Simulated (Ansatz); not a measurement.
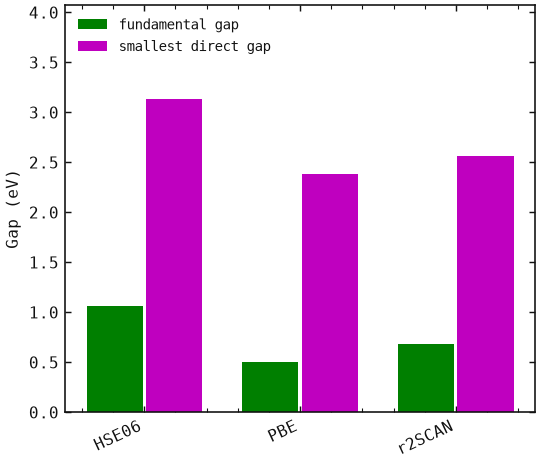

Gaps of Si, space group R-3m (No. 166), 2 atoms in the cell, diamond type, epitaxial (111) strain −1.0%, at several levels of theory on one cell (Ansatz, plane waves and PAW; edges over the mesh and the special points).

> How does the gap depend on the level, and does its kind change?

In rising order: PBE 0.50 eV, r2SCAN 0.69 eV and HSE06 1.06 eV. It is indirect at every level.
